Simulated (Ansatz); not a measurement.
## Ir: one change and its effect

System: Ir (Fm-3m, 1 atom in the cell).
Method of run 1: Kohn-Sham DFT of a periodic cell, BLYP, all-electron LAPW, scalar-relativistic, no spin polarisation (Ansatz 0.2.0).

The structure derives from an entry of the Crystallography Open Database. Text and figures count atoms from 1; the logs count them from 0 in places.

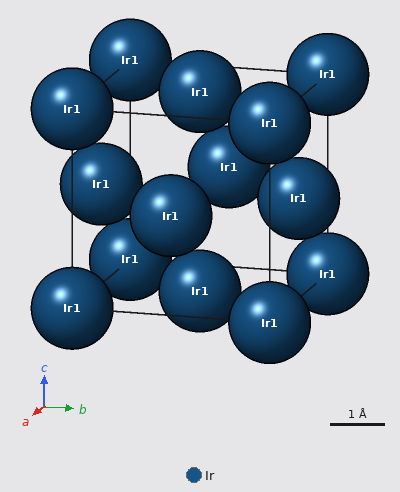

Fig. 1: The structure as given in the input (spheres-only view of the cell 4 times as large as that of the calculation, set on its symmetry axes, seen slightly off an axis; atoms are numbered from 1 in the order of the input).

**Input, run 1**
```yaml
crystal:
  lattice:
    - [0.0, 1.9156, 1.9156]
    - [1.9156, 0.0, 1.9156]
    - [1.9156, 1.9156, 0.0]
  atoms:
    - { symbol: Ir, position: [0.0, 0.0, 0.0] }
kpoints:
  mp_grid: { grid: [12, 12, 12] }
scf:
  occupations: { method: fermi_dirac, width: 0.05 }
hamiltonian:
  xc: blyp
  pseudopotentials: { kind: all_electron, lapw: { basis_error: 0.001 } }
output:
  forces: true
  stress: true
relax:
  f_tol: 0.02
  max_steps: 60
  cell: {}
```

Command:
```bash
ansatz run input.yaml --threads 1 --pin off --max-ram 3072MiB --backend cpu --events-out ev --progress --plain --runs-dir out
```

Hardware: 1 thread of Arm Neoverse V2, 24 GiB of memory available, shared host.

**Output, shortened to warnings, some set-up lines, iterations and results (run 1)**
```
Basis set: ecut = 306.3184079278686 eV, 169 PW (Γ), exchange–correlation at level 2
Symmetry: 48 space group operations
k-points: 72 of 1728
Initial density: superposition of atomic densities (chi_scale 0.1, normalization cell)
[...]
SCF iter   1: F=—  HF=-485051.347500 eV  |F-HF|=—  |Δ(HF+E_count)|=         —  Δρ=1.36e-2  dr2=9.48e-3  ethr=2.28e-5  ⟨swp⟩=3.3  Hψ=11854  notcnv=0
SCF iter   2: F=—  HF=-485051.323907 eV  |F-HF|=—  |Δ(HF+E_count)|=   2.36e-2  Δρ=6.09e-3  dr2=2.46e-3  ethr=2.28e-5  ⟨swp⟩=2.8  Hψ=5511  notcnv=0
SCF iter   3: F=—  HF=-485051.324802 eV  |F-HF|=—  |Δ(HF+E_count)|=   8.95e-4  Δρ=3.44e-3  dr2=7.51e-4  ethr=6.01e-6  ⟨swp⟩=2.5  Hψ=5222  notcnv=0
SCF iter   4: F=—  HF=-485051.325626 eV  |F-HF|=—  |Δ(HF+E_count)|=         —  Δρ=8.17e-4  dr2=4.61e-5  ethr=1.12e-7  ⟨swp⟩=2.0  Hψ=9103  notcnv=0
SCF iter   5: F=—  HF=-485051.325676 eV  |F-HF|=—  |Δ(HF+E_count)|=   5.03e-5  Δρ=1.11e-4  dr2=7.71e-7  ethr=1.12e-7  ⟨swp⟩=3.0  Hψ=5483  notcnv=0
[... 28 lines ...]
relax step   5: F+E_penalty+E_count = -485051.42200915 eV  Δ(F+E_penalty+E_count) = -3.214e-5 eV  max|allowed force component| = 0.000e0 eV/Å  Δτ_max = 0.0000 Å  P = -0.010 …
SCF iter   1: F=—  HF=-485051.422010 eV  |F-HF|=—  |Δ(HF+E_count)|=         —  Δρ=7.48e-6  dr2=8.48e-9  ethr=2.67e-11  ⟨swp⟩=7.2  Hψ=11478  notcnv=0  reapply=3
SCF iter   2: F=-485051.422010 eV  HF=-485051.422010 eV  |F-HF|=5.82e-11  |Δ(HF+E_count)|=   5.33e-7  Δρ=5.96e-6  dr2=5.51e-9  ethr=2.07e-11  ⟨swp⟩=2.0  Hψ=5212  notcnv=0
SCF 6 converged in 2 iterations: F = -485051.422010 eV  dr2 = 5.51e-9
relax step   6: F+E_penalty+E_count = -485051.42200966 eV  Δ(F+E_penalty+E_count) = -5.035e-7 eV  max|allowed force component| = 0.000e0 eV/Å  Δτ_max = 0.0000 Å  P = -0.010 …
basis re-selected at this cell: Δ(F+E_penalty+E_count) = -5.035e-7 eV, ΔP = +0.000 GPa vs the last step (what re-selecting the basis moved, after the strain that the cell walked since its last selection, with what the two solves' SCF thresholds leave and, on support functions, any second-order …
SCF converged after 2 iterations
Free energy (F): -485051.422010 eV
Harris-Foulkes:  -485051.422010 eV  (|F-HF|=5.82e-11)
Internal energy: -485051.416528 eV  (E = F + TS)
E sigma→0 (E₀):  -485051.419269 eV
Entropy (-TS):   -0.005481 eV (-5.481 meV/atom)
Fermi energy:    29.767249 eV
--- Per-component energies (eV) ---
  E_band       = -2942.225530
  E_kinetic    = 548877.371272
  E_xc         = -9500.377569
  E_electrostatic = -1024428.410231  (all electrons and nuclei)
  E_smearing   = -0.005481  (= −TS)
  E_closure    = 0.000000  (closes the sum)
  E_atoms      = -485043.657301  (free atoms, spherical and without spin; not in F)
  Σ components = -485051.422010   (vs F -485051.422010, Δ=0.00e0)
  Basis errors (estimates in eV, not in F): energy 2.2e-4 per atom: plane waves 1.9e-4 (1.0e-4 summed), levels above the bands 1.4e-100, relativity 3.7e-7, radial functions 3.7e-5, core shells 4.8e-7; eigenvalues (radial functions only) 1.6e-6; not estimated: angular momenta, meshes, grids; target …
--- Forces (eV/Å), atoms counted from 1 ---
  atom   1  Ir     0.00000000     0.00000000     0.00000000
  max |Σ_I F_I| component: 8.22e-32 eV/Å
--- Stress (GPa, compression-positive) ---
       -0.009725      -0.000000      -0.000000
       -0.000000      -0.009725      -0.000000
       -0.000000      -0.000000      -0.009725
  P = ⅓ Tr σ = -0.0097 GPa (-0.097 kbar)
--- Relaxed structure (5 steps of the walk, 5 accepted, 1 SCFs on fresh bases) ---
  F+E_penalty+E_count = -485051.42200966 eV   max|allowed force component| = 0.000e0 eV/Å   (the final SCF, on the basis selected at the relaxed cell)
  cell:  # Å, volume = 15.2243 Å³
    - [-6.827002372199949e-34, 1.9671427750227821, 1.9671427750227821]
    - [1.9671427750227821, 1.3693812338406907e-34, 1.9671427750227821]
    - [1.9671427750227821, 1.9671427750227821, -2.145629316977127e-34]
  atoms:
    - { symbol: Ir, position: [0.0, 0.0, 0.0] }
```

Run 2 used a changed input.

**The two runs side by side**

| quantity | run 1 | run 2 |
| --- | --- | --- |
| outcome | converged | converged |
| free energy per atom (eV) | −485051.4220 | −485053.1422 |
| energy per atom, smearing taken to zero (eV) | −485051.4193 | −485053.1397 |
| pressure (GPa) | −0.01 | −0.03 |
| volume per atom (Å³) | 15.22 | 14.39 |
| largest force (eV/Å) | 0.000 | 0.000 |
| SCF iterations | 26 | 19 |
| irreducible k-points | 72 | 72 |
| wall time (shared host) | 29 s | 24 s |

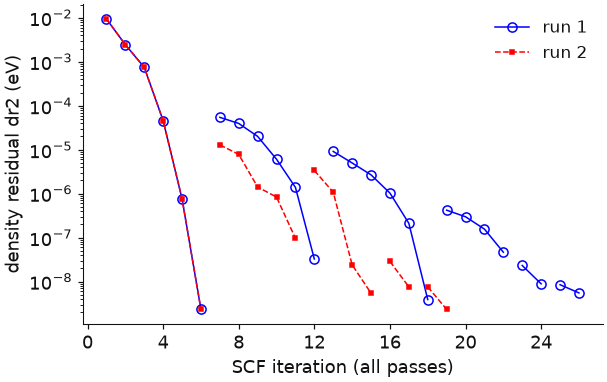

Fig. 2: Convergence of the two runs: density residual dr2 against the SCF iteration. A break in a curve parts two SCF passes. Run 1 takes 26 iterations in all, and run 2 takes 19.

Which change of the input explains these differences?

The change (lines with − go, lines with + come):
```diff
+  dispersion: d4
```

The total energies belong to different models, so their difference says nothing on which is more stable or more accurate. The volume per atom goes from 15.22 to 14.39 Å³. The SCF takes 19 iterations over all geometry steps against 26.

**Output, shortened to warnings, some set-up lines, iterations and results (run 2)**
```
Basis set: ecut = 306.3184079278686 eV, 169 PW (Γ), exchange–correlation at level 2
Symmetry: 48 space group operations
k-points: 72 of 1728
Initial density: superposition of atomic densities (chi_scale 0.1, normalization cell)
[...]
SCF iter   1: F=—  HF=-485053.155410 eV  |F-HF|=—  |Δ(HF+E_count)|=         —  Δρ=1.36e-2  dr2=9.48e-3  ethr=2.28e-5  ⟨swp⟩=3.3  Hψ=11854  notcnv=0
SCF iter   2: F=—  HF=-485053.131817 eV  |F-HF|=—  |Δ(HF+E_count)|=   2.36e-2  Δρ=6.09e-3  dr2=2.46e-3  ethr=2.28e-5  ⟨swp⟩=2.8  Hψ=5511  notcnv=0
SCF iter   3: F=—  HF=-485053.132712 eV  |F-HF|=—  |Δ(HF+E_count)|=   8.95e-4  Δρ=3.44e-3  dr2=7.51e-4  ethr=6.01e-6  ⟨swp⟩=2.5  Hψ=5222  notcnv=0
SCF iter   4: F=—  HF=-485053.133535 eV  |F-HF|=—  |Δ(HF+E_count)|=         —  Δρ=8.17e-4  dr2=4.61e-5  ethr=1.12e-7  ⟨swp⟩=2.0  Hψ=9103  notcnv=0
SCF iter   5: F=—  HF=-485053.133585 eV  |F-HF|=—  |Δ(HF+E_count)|=   5.03e-5  Δρ=1.11e-4  dr2=7.71e-7  ethr=1.12e-7  ⟨swp⟩=3.0  Hψ=5483  notcnv=0
[... 19 lines ...]
relax step   4: F+E_penalty+E_count = -485053.14217833 eV  Δ(F+E_penalty+E_count) = -5.472e-5 eV  max|allowed force component| = 0.000e0 eV/Å  Δτ_max = 0.0000 Å  P = -0.031 …
SCF iter   1: F=—  HF=-485053.142179 eV  |F-HF|=—  |Δ(HF+E_count)|=         —  Δρ=1.03e-5  dr2=7.56e-9  ethr=2.80e-11  ⟨swp⟩=7.1  Hψ=11664  notcnv=0  reapply=6
SCF iter   2: F=-485053.142179 eV  HF=-485053.142179 eV  |F-HF|=4.37e-9  |Δ(HF+E_count)|=   4.94e-7  Δρ=5.71e-6  dr2=2.33e-9  ethr=1.85e-11  ⟨swp⟩=3.0  Hψ=5352  notcnv=0
SCF 5 converged in 2 iterations: F = -485053.142179 eV  dr2 = 2.33e-9
relax step   5: F+E_penalty+E_count = -485053.14217861 eV  Δ(F+E_penalty+E_count) = -2.795e-7 eV  max|allowed force component| = 0.000e0 eV/Å  Δτ_max = 0.0000 Å  P = -0.031 …
basis re-selected at this cell: Δ(F+E_penalty+E_count) = -2.795e-7 eV, ΔP = +0.000 GPa vs the last step (what re-selecting the basis moved, after the strain that the cell walked since its last selection, with what the two solves' SCF thresholds leave and, on support functions, any second-order …
SCF converged after 2 iterations
Free energy (F): -485053.142179 eV
Harris-Foulkes:  -485053.142179 eV  (|F-HF|=4.37e-9)
Internal energy: -485053.137316 eV  (E = F + TS)
E sigma→0 (E₀):  -485053.139747 eV
Entropy (-TS):   -0.004862 eV (-4.862 meV/atom)
Fermi energy:    31.873829 eV
--- Per-component energies (eV) ---
  E_band       = -2863.413854
  E_kinetic    = 548882.801217
  E_xc         = -9501.333071
  E_electrostatic = -1024432.837907  (all electrons and nuclei)
  E_disp       = -1.767555  (pairwise vdW)
  E_smearing   = -0.004862  (= −TS)
  E_closure    = -0.000000  (closes the sum)
  E_atoms      = -485043.657301  (free atoms, spherical and without spin; not in F)
  Σ components = -485053.142179   (vs F -485053.142179, Δ=0.00e0)
  Basis errors (estimates in eV, not in F): energy 2.4e-4 per atom: plane waves 2.0e-4 (1.1e-4 summed), levels above the bands 1.3e-102, relativity 3.8e-7, radial functions 3.6e-5, core shells 8.5e-7; eigenvalues (radial functions only) 1.6e-6; not estimated: angular momenta, meshes, grids; target …
--- Forces (eV/Å), atoms counted from 1 ---
  atom   1  Ir     0.00000000     0.00000000    -0.00000000
  max |Σ_I F_I| component: 4.93e-32 eV/Å
--- Stress (GPa, compression-positive) ---
       -0.030507      -0.000000      -0.000000
       -0.000000      -0.030507      -0.000000
       -0.000000      -0.000000      -0.030507
  P = ⅓ Tr σ = -0.0305 GPa (-0.305 kbar)
--- Relaxed structure (4 steps of the walk, 3 accepted, 1 SCFs on fresh bases) ---
  F+E_penalty+E_count = -485053.14217861 eV   max|allowed force component| = 0.000e0 eV/Å   (the final SCF, on the basis selected at the relaxed cell)
  cell:  # Å, volume = 14.3871 Å³
    - [5.09537203289559e-35, 1.930401367928368, 1.930401367928368]
    - [1.930401367928368, -5.4775249353627595e-34, 1.930401367928368]
    - [1.930401367928368, 1.930401367928368, -4.203681927138862e-34]
  atoms:
    - { symbol: Ir, position: [0.0, 0.0, 0.0] }
```

For both runs: Spin–orbit coupling is left out, which matters for Ir.
